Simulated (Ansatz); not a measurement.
System: AlGa$_{2}$N$_{3}$.

Input file:

```
crystal:
  lattice:
    - [-1.4863967442, 1.4863967442, 6.3181246359]
    - [1.4863967442, -1.4863967442, 6.3181246359]
    - [1.4863967442, 1.4863967442, -6.3181246359]
  atoms:
    - { symbol: Al, position: [0.0, 0.0, 0.0] }
    - { symbol: Ga, position: [0.6657851301, 0.6657851301, 0.0] }
    - { symbol: Ga, position: [0.3342148699, 0.3342148699, 0.0] }
    - { symbol: "N", position: [0.1633475093, 0.1633475093, 0.0] }
    - { symbol: "N", position: [0.8366524907, 0.8366524907, 0.0] }
    - { symbol: "N", position: [0.5, 0.5, 0.0] }
basis:
  ecutwfc: 420
kpoints:
  mp_grid: { grid: [12, 12, 12] }
hamiltonian:
  xc: pbe
scf:
  occupations: { method: gaussian, width: 0.02 }
output:
  forces: true
  stress: true
  eigenvalues: true
  write_density: true
  write_potential: true
  elf: true
  volumetric_format: npy
relax:
  adjacent_minimum: "off"
  f_tol: 0.01
  max_steps: 80
  cell: { stress_tol: 0.05 }
```

Command:

```sh
ansatz run input.yaml --threads 1 --pin off --max-ram 2560MiB --backend cpu --events-out ev --progress --plain --runs-dir out
```

Below, planes, directions and counts refer to the conventional cell (a = 2.97 Å, b = 2.97 Å, c = 12.64 Å, α = 90.00°, β = 90.00°, γ = 90.00°).

Space group I4/mmm; a structure generated by program, which may or may not match a known phase.

Computed with Ansatz, DFT PBE, scalar-relativistic, plane waves, PAW.

What will maps of the valence pseudo-density and electron localisation function show?

Answer. Al–N (2.06 Å): ρ at the midpoint is about 0.49 e/Å³; the ELF peaks at about 0.85 in the valence shell of N, 0.7 Å from its nucleus, and is about 0.80 at the midpoint.
Ga–N (2.10 Å): ρ at the midpoint is about 0.54 e/Å³; the ELF peaks at about 0.80 in the valence shell of N, 0.7 Å from its nucleus, and is about 0.35 at the midpoint.
Ga–N (2.16 Å): ρ at the midpoint is about 0.48 e/Å³; the ELF peaks at about 0.85 in the valence shell of N, 0.7 Å from its nucleus, and is about 0.35 at the midpoint.

Does the calculation make it a metal, or give it a gap?

Answer. It is gapped, with a Kohn–Sham gap of 1.2 eV on the k-point mesh, an upper bound to the gap of this method.

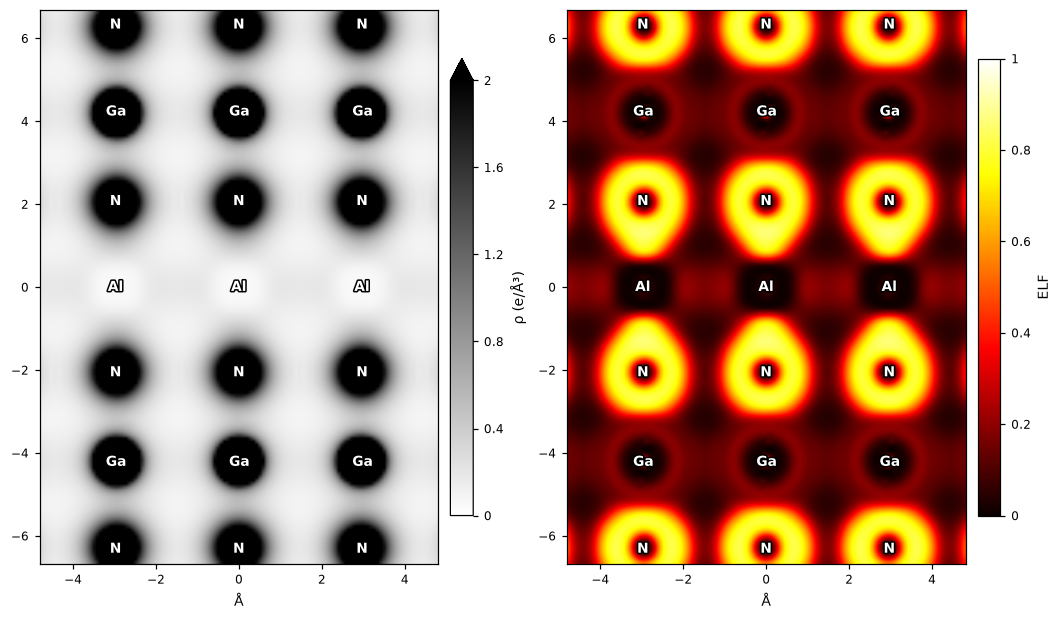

Computed valence pseudo-density and electron localisation function on the (010) plane of the conventional cell, in this order. 
